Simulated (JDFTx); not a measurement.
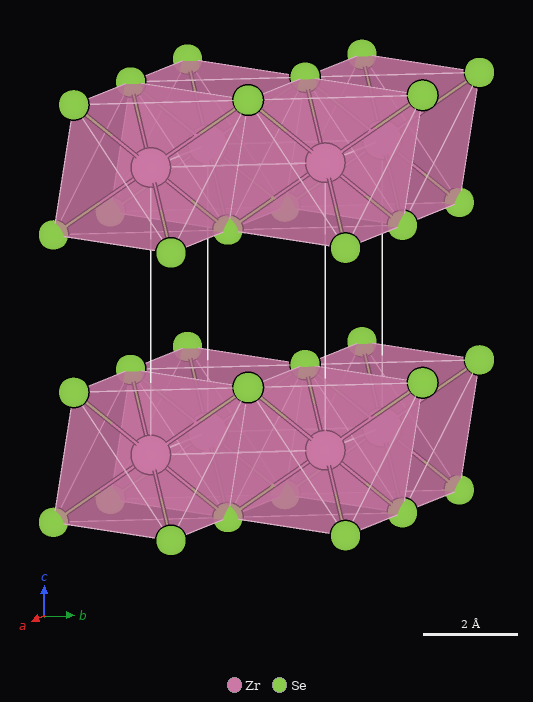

Figure 1. The input geometry (polyhedral view of the cell of the calculation, seen slightly off an axis; polyhedra are completed across the faces of the cell).

**ZrSe2: single-point calculation**

ZrSe2 (3 atoms in the cell), computed with Kohn-Sham DFT of a periodic cell, LDA, PseudoDojo-SR-LDA-0.4.1-standard, no spin polarisation (JDFTx 1.7.0 (patched build)).

The structure derives from an entry of the Crystallography Open Database.

Input file
```
lattice Hexagonal 7.1771798213 11.7011841637
coords-type Lattice
ion Zr     0.0000000000     0.0000000000     0.0000000000 1
ion Se     0.6666666667     0.3333333333     0.7500000000 1
ion Se     0.3333333333     0.6666666667     0.2500000000 1

ion-species pseudo/Zr.upf
ion-species pseudo/Se.upf
elec-cutoff 43 344
elec-ex-corr lda-PW
kpoint-folding 5 5 3
elec-smearing Fermi 0.0018374661
elec-n-bands 30
electronic-SCF nIterations 100 energyDiffThreshold 1e-09
electronic-minimize nIterations 30 energyDiffThreshold 1e-7
converge-empty-states yes
forces-output-coords Cartesian

dump-name run.$VAR
dump End Ecomponents EigStats BandEigs Kpoints Forces Stress ElecDensity
```

Run on 1 thread of Arm Neoverse V1, 24 GiB of memory available, shared host.

Launched with:
```bash
jdftx -c 1 -i ZrSe2.in -o ZrSe2.out
```

Log
```
*************** JDFTx 1.7.0 (patched build) ***************

Input parsed successfully to the following command list (including defaults):
[... the input with its defaults ...]

---------- Setting up symmetries ----------

Found 24 point-group symmetries of the bravais lattice
Found 12 space-group symmetries with basis
Applied RMS atom displacement 3.38336e-10 bohrs to make symmetries exact.

---------- Initializing the Grid ----------
R =
[      7.17718     -3.58859            0  ]
[            0      6.21562            0  ]
[            0            0      11.7012  ]
unit cell volume = 521.997
G =
[   0.875439   0.505435         -0  ]
[          0    1.01087          0  ]
[          0         -0    0.53697  ]
Minimum fftbox size, Smin = [  60  60  100  ]
Chosen fftbox size, S = [  60  60  100  ]

---------- Initializing tighter grid for wavefunction operations ----------
R =
[      7.17718     -3.58859            0  ]
[            0      6.21562            0  ]
[            0            0      11.7012  ]
unit cell volume = 521.997
G =
[   0.875439   0.505435         -0  ]
[          0    1.01087          0  ]
[          0         -0    0.53697  ]
Minimum fftbox size, Smin = [  44  44  72  ]
Chosen fftbox size, S = [  48  48  72  ]

---------- Exchange Correlation functional ----------
Initalized Slater LDA exchange.
Initalized Perdew-Wang LDA correlation.

---------- Setting up pseudopotentials ----------
Width of ionic core gaussian charges (only for fluid interactions / plotting) set to 0

Reading pseudopotential file 'pseudo/Zr.upf':
  'Zr' pseudopotential, 'SLA  PW   NOGX NOGC' functional
  Generated using ONCVPSP code by D. R. Hamann
  12 valence electrons, 4 orbitals, 6 projectors, 1001 radial grid points, with lMax = 2
    4S    l: 0   occupation:  2.0   eigenvalue: -2.003503
    4P    l: 1   occupation:  6.0   eigenvalue: -1.194547
    4D    l: 2   occupation:  2.0   eigenvalue: -0.137253
    5S    l: 0   occupation:  2.0   eigenvalue: -0.168643
  Core radius for overlap checks: 1.48 bohrs.

Reading pseudopotential file 'pseudo/Se.upf':
  'Se' pseudopotential, 'SLA  PW   NOGX NOGC' functional
  Generated using ONCVPSP code by D. R. Hamann
  16 valence electrons, 3 orbitals, 6 projectors, 1001 radial grid points, with lMax = 2
    3D    l: 2   occupation: 10.0   eigenvalue: -1.961952
    4S    l: 0   occupation:  2.0   eigenvalue: -0.642496
    4P    l: 1   occupation:  4.0   eigenvalue: -0.244581
  Core radius for overlap checks: 1.82 bohrs.

Initialized 2 species with 3 total atoms.

Folded 1 k-points by 5x5x3 to 75 k-points.

---------- Setting up k-points, bands, fillings ----------
Reduced to 12 k-points under symmetry.
Computing the number of bands and number of electrons
Calculating initial fillings.
nElectrons:  44.000000   nBands: 30   nStates: 12

----- Setting up reduced wavefunction bases (one per k-point) -----
average nbasis = 7028.173 , ideal nbasis = 7030.153

---------- Setting up ewald sum ----------
Optimum gaussian width for ewald sums = 2.674726 bohr.
Real space sum over 1521 unit cells with max indices [  6  6  4  ]
Reciprocal space sum over 2873 terms with max indices [  6  6  8  ]

---------- Allocating electronic variables ----------
Initializing wave functions:  linear combination of atomic orbitals
Note: number of bands (30) exceeds available atomic orbitals (28)
Zr pseudo-atom occupations:   s ( 2 2 )  p ( 6 )  d ( 2 )
Se pseudo-atom occupations:   s ( 2 )  p ( 4 )  d ( 10 )
	FillingsUpdate:  mu: +0.299554923  nElectrons: 44.000000
LCAOMinimize: Iter:   0  F: -270.7818296586095244  |grad|_K:  7.359e-03  alpha:  1.000e+00
	FillingsUpdate:  mu: +0.307725195  nElectrons: 44.000000
LCAOMinimize: Iter:   1  F: -270.8193445917572149  |grad|_K:  5.547e-03  alpha:  7.085e-02  linmin: -3.271e-01  cgtest:  9.458e-01
LCAOMinimize: Encountered beta<0, resetting CG.
[... 15 lines of inner loops ...]
LCAOMinimize: 	Predicted alpha/alphaT>3.000000, increasing alphaT to 6.489223e-01.
	FillingsUpdate:  mu: +0.341130427  nElectrons: 44.000000
LCAOMinimize: Iter:   7  F: -270.8595201715533562  |grad|_K:  3.431e-07  alpha:  6.956e-01  linmin:  6.571e-05  cgtest:  4.031e-02
LCAOMinimize: Converged (|Delta F|<1.000000e-06 for 2 iters).

-------- Electronic minimization -----------
Will mix electronic density at each iteration.
	FillingsUpdate:  mu: +0.341130427  nElectrons: 44.000000
	FillingsUpdate:  mu: +0.328622134  nElectrons: 44.000000
SCF: Cycle:  0   F: -270.891769381810434   dF: -3.225e-02   |Residual|: 1.037e-01   |deigs|: 7.928e-02
	FillingsUpdate:  mu: +0.328077058  nElectrons: 44.000000
SCF: Cycle:  1   F: -270.946471513338111   dF: -5.470e-02   |Residual|: 4.861e-02   |deigs|: 1.297e-02
	FillingsUpdate:  mu: +0.328169728  nElectrons: 44.000000
SCF: Cycle:  2   F: -270.950822899914442   dF: -4.351e-03   |Residual|: 1.974e-02   |deigs|: 4.208e-03
	FillingsUpdate:  mu: +0.328935278  nElectrons: 44.000000
SCF: Cycle:  3   F: -270.951907245816301   dF: -1.084e-03   |Residual|: 7.107e-03   |deigs|: 8.102e-04
	FillingsUpdate:  mu: +0.329478508  nElectrons: 44.000000
SCF: Cycle:  4   F: -270.951947606720921   dF: -4.036e-05   |Residual|: 2.569e-03   |deigs|: 7.407e-04
	FillingsUpdate:  mu: +0.329778282  nElectrons: 44.000000
SCF: Cycle:  5   F: -270.951956515142001   dF: -8.908e-06   |Residual|: 7.390e-04   |deigs|: 3.962e-04
	FillingsUpdate:  mu: +0.329829854  nElectrons: 44.000000
SCF: Cycle:  6   F: -270.951957119305348   dF: -6.042e-07   |Residual|: 2.407e-04   |deigs|: 8.163e-05
	FillingsUpdate:  mu: +0.329845331  nElectrons: 44.000000
SCF: Cycle:  7   F: -270.951957520356359   dF: -4.011e-07   |Residual|: 5.796e-05   |deigs|: 2.654e-05
	FillingsUpdate:  mu: +0.329842936  nElectrons: 44.000000
SCF: Cycle:  8   F: -270.951957627266665   dF: -1.069e-07   |Residual|: 3.818e-05   |deigs|: 1.587e-05
	FillingsUpdate:  mu: +0.329845936  nElectrons: 44.000000
SCF: Cycle:  9   F: -270.951957675510869   dF: -4.824e-08   |Residual|: 1.955e-05   |deigs|: 1.479e-05
	FillingsUpdate:  mu: +0.329844555  nElectrons: 44.000000
SCF: Cycle: 10   F: -270.951957695979274   dF: -2.047e-08   |Residual|: 7.111e-06   |deigs|: 1.392e-05
	FillingsUpdate:  mu: +0.329843839  nElectrons: 44.000000
SCF: Cycle: 11   F: -270.951957705423354   dF: -9.444e-09   |Residual|: 4.912e-06   |deigs|: 1.135e-05
	FillingsUpdate:  mu: +0.329843631  nElectrons: 44.000000
SCF: Cycle: 12   F: -270.951957710883164   dF: -5.460e-09   |Residual|: 3.140e-06   |deigs|: 1.110e-05
	FillingsUpdate:  mu: +0.329843534  nElectrons: 44.000000
SCF: Cycle: 13   F: -270.951957712580850   dF: -1.698e-09   |Residual|: 3.154e-06   |deigs|: 9.169e-06
	FillingsUpdate:  mu: +0.329843383  nElectrons: 44.000000
SCF: Cycle: 14   F: -270.951957714019727   dF: -1.439e-09   |Residual|: 1.803e-06   |deigs|: 2.797e-05
	FillingsUpdate:  mu: +0.329843239  nElectrons: 44.000000
SCF: Cycle: 15   F: -270.951957714371417   dF: -3.517e-10   |Residual|: 3.198e-07   |deigs|: 1.530e-05
	FillingsUpdate:  mu: +0.329843294  nElectrons: 44.000000
SCF: Cycle: 16   F: -270.951957714671096   dF: -2.997e-10   |Residual|: 1.338e-06   |deigs|: 6.226e-06
SCF: Converged (|Delta E|<1.000000e-09 for 2 iters).

Setting wave functions to eigenvectors of Hamiltonian
Converging empty states (this may take a while): |deigs|: 2.337e-04

# Stress tensor in Cartesian coordinates [Eh/a0^3]:
[  0.000114408            0            0  ]
[            0  0.000114408            0  ]
[            0            0  7.04717e-05  ]

# Ionic positions in lattice coordinates:
ion Zr   0.000000000000000   0.000000000000000   0.000000000000000 1
ion Se   0.666666666666667   0.333333333333333   0.750000000000000 1
ion Se   0.333333333333333   0.666666666666667   0.250000000000000 1

# Forces in Cartesian coordinates:
force Zr   0.000000000000000  -0.000000000000000  -0.000000000000000 1
force Se  -0.000000000000000  -0.000000000000000   0.001934606287196 1
force Se  -0.000000000000000   0.000000000000000  -0.001934606287198 1

# Energy components:
   Eewald =     -158.8783970007475546
       EH =       85.8306941810352697
     Eloc =     -236.8241408529248133
      Enl =      -96.4846290761177130
      Exc =      -57.6928765701986350
 Exc_core =       22.2393279213113537
       KE =      170.8581116014317161
-------------------------------------
     Etot =     -270.9519097962103160
       TS =        0.0000479184607996
-------------------------------------
        F =     -270.9519577146710958

IonicMinimize: Iter:   0  F: -270.951957714671096  |grad|_K:  9.120e-04
IonicMinimize: None of the convergence criteria satisfied after 0 iterations.

#--- Lowdin population analysis ---
# oxidation-state Zr +0.682
# oxidation-state Se -0.281 -0.281

Dumping 'run.eigStats' ...
	eMin: -1.490378 at state 0 ( [ +0.000000 +0.000000 +0.000000 ] spin 0 )
	HOMO: +0.324510 at state 0 ( [ +0.000000 +0.000000 +0.000000 ] spin 0 )
	mu  : +0.329843
	LUMO: +0.337630 at state 6 ( [ +0.000000 +0.400000 +0.333333 ] spin 0 )
	eMax: +0.656863 at state 1 ( [ +0.000000 +0.000000 +0.333333 ] spin 0 )
	HOMO-LUMO gap: +0.013120
	Optical gap  : +0.034848 at state 0 ( [ +0.000000 +0.000000 +0.000000 ] spin 0 )
Done!
```

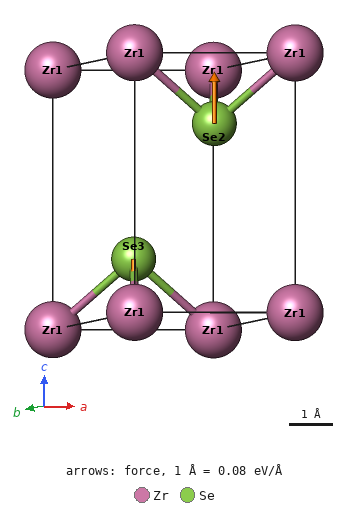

Figure 2. Forces on the atoms as orange arrows (ball-and-stick view of the cell of the calculation, seen at an oblique angle; atoms are numbered from 1 in the order of the input). The largest act on Se2, Se3 (0.10 eV/Å). The geometry is not a stationary point of this energy.

Key numbers

| quantity | value |
| --- | --- |
| outcome | converged |
| space group (tolerance 0.01 Å) | P-3m1 (164) |
| electrons treated | 44 |
| free energy | −7372.9784 eV |
| Fermi energy | 8.975 eV |
| gap on the k-point mesh | 0.36 eV |
| pressure | −2.94 GPa |
| largest force (length of the vector) | 0.099 eV/Å |
| wall time | 2.9 min |
| peak memory | 0.17 GiB |

Notes

Points of doubt noted for this run: coarse mesh.
